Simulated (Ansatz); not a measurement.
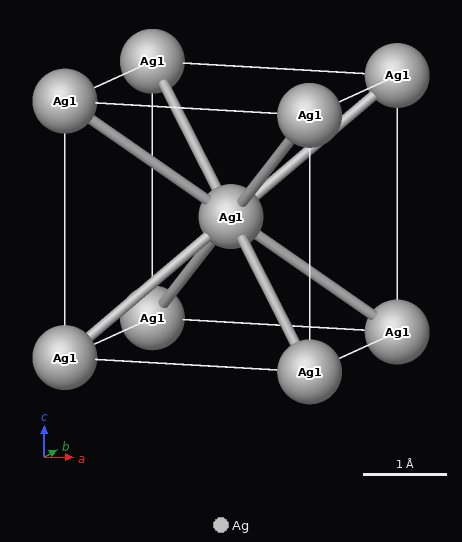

Fig. 1: The input geometry of run A (ball-and-stick view of the cell 2 times as large as that of the calculation, set on its symmetry axes, seen slightly off an axis; atoms are numbered from 1 in the order of the input). Near neighbours in the crystal (not all of them lie inside the picture): Ag has 8 Ag at 2.72 Å.

## What a change does: single-point calculation on Ag

System: Ag (Im-3m, 1 atom in the cell).
Method of run A: DFT, PBEsol, plane waves (420 eV) with PAW, scalar-relativistic, no spin polarisation (Ansatz 0.2.0).

Text and figures count atoms from 1; the logs count them from 0 in places.

The input, run A:
```yaml
crystal:
  lattice:
    - [-1.5686282078, 1.5686282078, 1.5686282078]
    - [1.5686282078, -1.5686282078, 1.5686282078]
    - [1.5686282078, 1.5686282078, -1.5686282078]
  atoms:
    - { symbol: Ag, position: [0.0, 0.0, 0.0] }
hamiltonian:
  xc: pbesol
  pseudopotentials:
    kind: paw
    azcp:
      Ag: "pseudopotentials/Ag.paw.azcp"
basis:
  ecutwfc: 420
  fft_grid_basis: typed
kpoints:
  mp_grid: { grid: [15, 15, 15], shift: [0, 0, 0] }
magnetization:
  spin_polarized: false
scf:
  occupations: { method: fermi_dirac, width: 0.1 }
  lower_state_search: "off"
output:
  stress: true
  write_density: true
  write_potential: true
  elf: true
  volumetric_format: npy
```

Hardware: 2 threads of an Arm (aarch64) CPU, shared host.

Output, shortened to warnings, some set-up lines, iterations and results (run A):
```
Warning: [file] the record states the generating functional pbe (its physics header spells it `PBE`), which answers neither for hamiltonian.xc's functional nor for the pbesol family's — results may be inconsistent (PPs are generated against a specific XC)
Basis set: ecut = 420 eV, 321 PW (Γ)
Symmetry: 48 space group operations
k-points: 120 of 3375
Initial density: superposition of atomic densities (neutral atoms: chi_scale 0, normalization atom), corrected by the library's trained network
[...]
SCF iter   1: F=—  HF=-7522.178615 eV  |F-HF|=—  |Δ(HF+E_count)|=         —  Δρ=1.09e-2  dr2=1.64e-2  ethr=1.77e-3  ⟨swp⟩=4.6  Hψ=8385  notcnv=0
SCF iter   2: F=—  HF=-7522.174101 eV  |F-HF|=—  |Δ(HF+E_count)|=   4.51e-3  Δρ=4.86e-3  dr2=2.37e-3  ethr=8.63e-5  ⟨swp⟩=2.8  Hψ=4135  notcnv=0  defer=18
SCF iter   3: F=—  HF=-7522.173324 eV  |F-HF|=—  |Δ(HF+E_count)|=   7.77e-4  Δρ=9.87e-4  dr2=3.86e-5  ethr=1.25e-5  ⟨swp⟩=2.1  Hψ=2321  notcnv=0  defer=18
SCF iter   4: F=—  HF=-7522.173318 eV  |F-HF|=—  |Δ(HF+E_count)|=   5.67e-6  Δρ=8.59e-5  dr2=9.54e-7  ethr=2.03e-7  ⟨swp⟩=2.0  Hψ=2049  notcnv=0  defer=18
SCF iter   5: F=-7522.173318 eV  HF=-7522.173318 eV  |F-HF|=3.09e-9  |Δ(HF+E_count)|=   2.06e-7  Δρ=7.57e-6  dr2=1.94e-9  ethr=5.02e-9  ⟨swp⟩=2.1  Hψ=2290  notcnv=0  defer=18
SCF iter   6: F=-7522.173318 eV  HF=-7522.173318 eV  |F-HF|=8.19e-12  |Δ(HF+E_count)|=   3.59e-9  Δρ=4.05e-7  dr2=8.78e-12  ethr=1.02e-11  ⟨swp⟩=4.3  Hψ=7783  notcnv=0
SCF 1 converged in 6 iterations: F = -7522.173318 eV  dr2 = 8.78e-12
SCF converged after 6 iterations
Free energy (F): -7522.173318 eV
Harris-Foulkes:  -7522.173318 eV  (|F-HF|=8.19e-12)
Internal energy: -7522.164610 eV  (E = F + TS)
E sigma→0 (E₀):  -7522.168964 eV
Entropy (-TS):   -0.008708 eV (-8.708 meV/atom)
Fermi energy:    19.546826 eV
--- Per-component energies (eV) ---
  E_band       = -197.323932
  E_kinetic    = 528.936438
  E_local      = -2037.274323  (includes V_loc(G=0)·N_el)
  E_nonlocal   = 82.171290
  E_hartree    = 937.618669
  E_xc         = -184.629944
  E_vxc        = -235.644878  (∫ρ·V_xc dr)
  E_paw        = -3834.298732  (= ΣΔE_a)
  E_vpaw       = -410.750030  (= ΣTr[D̂ρ^β])
  E_aug_tail   = 0.000286  (compensation charges beyond the density's cutoff)
  E_ewald      = -3015.011032
  E_core_change = 0.322739  (= ΣΔE_core)
  E_smearing   = -0.008708  (= −TS)
  E_closure    = -0.000000  (closes the sum)
  Σ components = -7522.173318   (vs F -7522.173318, Δ=0.00e0)
--- Stress (GPa, compression-positive) ---
       12.081872      -0.000000       0.000000
       -0.000000      12.081872       0.000000
        0.000000       0.000000      12.081872
  P = ⅓ Tr σ = 12.0819 GPa (120.819 kbar)
```

The input of run B differs as follows (lines with − go, lines with + come):
```diff
-    - [-1.5686282078, 1.5686282078, 1.5686282078]
-    - [1.5686282078, -1.5686282078, 1.5686282078]
-    - [1.5686282078, 1.5686282078, -1.5686282078]
+    - [-1.5910402102, 1.5910402102, 1.5910402102]
+    - [1.5910402102, -1.5910402102, 1.5910402102]
+    - [1.5910402102, 1.5910402102, -1.5910402102]
```

How does run B compare with run A?

With the same functional and potentials, run B lies 35.5 meV per atom lower. The pressure goes from 12.08 to 5.19 GPa. The volume per atom goes from 15.44 to 16.11 Å³. The cell is scaled evenly with the atoms at fixed fractional positions, so −ΔP/Δ ln V estimates the bulk modulus midway between the two volumes: about 160 GPa. The number of SCF iterations is the same.

Output, shortened to warnings, some set-up lines, iterations and results (run B):
```
Warning: [file] the record states the generating functional pbe (its physics header spells it `PBE`), which answers neither for hamiltonian.xc's functional nor for the pbesol family's — results may be inconsistent (PPs are generated against a specific XC)
Basis set: ecut = 420 eV, 321 PW (Γ)
Symmetry: 48 space group operations
k-points: 120 of 3375
Initial density: superposition of atomic densities (neutral atoms: chi_scale 0, normalization atom), corrected by the library's trained network
[...]
SCF iter   1: F=—  HF=-7522.214046 eV  |F-HF|=—  |Δ(HF+E_count)|=         —  Δρ=1.07e-2  dr2=1.66e-2  ethr=1.77e-3  ⟨swp⟩=4.6  Hψ=8313  notcnv=0
SCF iter   2: F=—  HF=-7522.209266 eV  |F-HF|=—  |Δ(HF+E_count)|=   4.78e-3  Δρ=3.03e-3  dr2=1.37e-3  ethr=8.73e-5  ⟨swp⟩=1.5  Hψ=2862  notcnv=0
SCF iter   3: F=—  HF=-7522.208879 eV  |F-HF|=—  |Δ(HF+E_count)|=   3.87e-4  Δρ=1.08e-3  dr2=8.75e-5  ethr=7.20e-6  ⟨swp⟩=2.3  Hψ=2308  notcnv=0  defer=2
SCF iter   4: F=—  HF=-7522.208864 eV  |F-HF|=—  |Δ(HF+E_count)|=   1.56e-5  Δρ=1.22e-4  dr2=1.16e-6  ethr=4.61e-7  ⟨swp⟩=2.1  Hψ=2744  notcnv=0  defer=2
SCF iter   5: F=-7522.208864 eV  HF=-7522.208864 eV  |F-HF|=1.44e-8  |Δ(HF+E_count)|=   1.92e-7  Δρ=2.22e-5  dr2=4.47e-8  ethr=6.11e-9  ⟨swp⟩=1.0  Hψ=1656  notcnv=0  defer=2
SCF iter   6: F=-7522.208864 eV  HF=-7522.208864 eV  |F-HF|=3.35e-10  |Δ(HF+E_count)|=   1.92e-8  Δρ=3.73e-6  dr2=1.35e-9  ethr=2.35e-10  ⟨swp⟩=5.0  Hψ=8156  notcnv=0
SCF 1 converged in 6 iterations: F = -7522.208864 eV  dr2 = 1.35e-9
SCF converged after 6 iterations
Free energy (F): -7522.208864 eV
Harris-Foulkes:  -7522.208864 eV  (|F-HF|=3.35e-10)
Internal energy: -7522.199817 eV  (E = F + TS)
E sigma→0 (E₀):  -7522.204340 eV
Entropy (-TS):   -0.009047 eV (-9.047 meV/atom)
Fermi energy:    18.492252 eV
--- Per-component energies (eV) ---
  E_band       = -214.664073
  E_kinetic    = 528.135065
  E_local      = -2104.565014  (includes V_loc(G=0)·N_el)
  E_nonlocal   = 82.319307
  E_hartree    = 962.703355
  E_xc         = -184.190419
  E_vxc        = -235.052674  (∫ρ·V_xc dr)
  E_paw        = -3834.384706  (= ΣΔE_a)
  E_vpaw       = -410.909402  (= ΣTr[D̂ρ^β])
  E_aug_tail   = 0.000287  (compensation charges beyond the density's cutoff)
  E_ewald      = -2972.540431
  E_core_change = 0.322739  (= ΣΔE_core)
  E_smearing   = -0.009047  (= −TS)
  E_closure    = 0.000000  (closes the sum)
  Σ components = -7522.208864   (vs F -7522.208864, Δ=0.00e0)
--- Stress (GPa, compression-positive) ---
        5.188988       0.000000       0.000000
       -0.000000       5.188988      -0.000000
       -0.000000      -0.000000       5.188988
  P = ⅓ Tr σ = 5.1890 GPa (51.890 kbar)
```

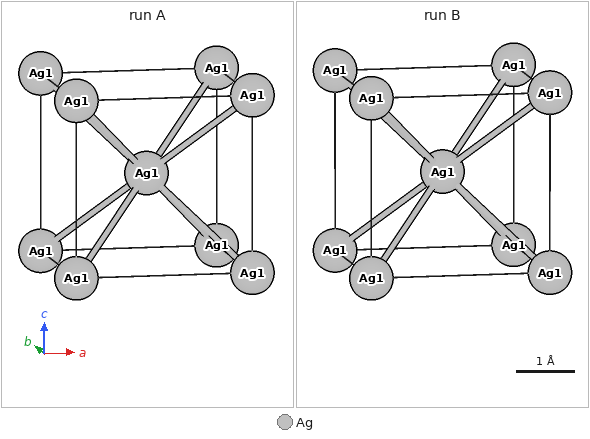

Fig. 2: The two input geometries at one scale (ball-and-stick view of the cell 2 times as large as that of the calculation, set on its symmetry axes, seen slightly off an axis). The atoms keep their places relative to the cell (all moves are under 0.005 Å). The drawn cell changes as follows: a = b = c 3.137 → 3.182 Å (+1.4 %); the volume changes by +4.3 %. Among the contacts that change: Ag1–Ag1 2.717 → 2.756 Å.

The two runs side by side:

| quantity | run A | run B |
| --- | --- | --- |
| outcome | converged | converged |
| free energy per atom (eV) | −7522.1733 | −7522.2089 |
| energy per atom, smearing taken to zero (eV) | −7522.1690 | −7522.2043 |
| pressure (GPa) | 12.08 | 5.19 |
| volume per atom (Å³) | 15.44 | 16.11 |
| SCF iterations | 6 | 6 |
| irreducible k-points | 120 | 120 |
| plane waves at Γ | 321 | 321 |
| wall time (shared host) | 1 s | 1 s |

For both runs: Warnings: the PAW datasets were made with another functional. For run A: The cell is under a pressure of 12.1 GPa at this level, so it is not at its equilibrium volume. For run B: The cell is under a pressure of 5.2 GPa at this level, so it is not at its equilibrium volume.
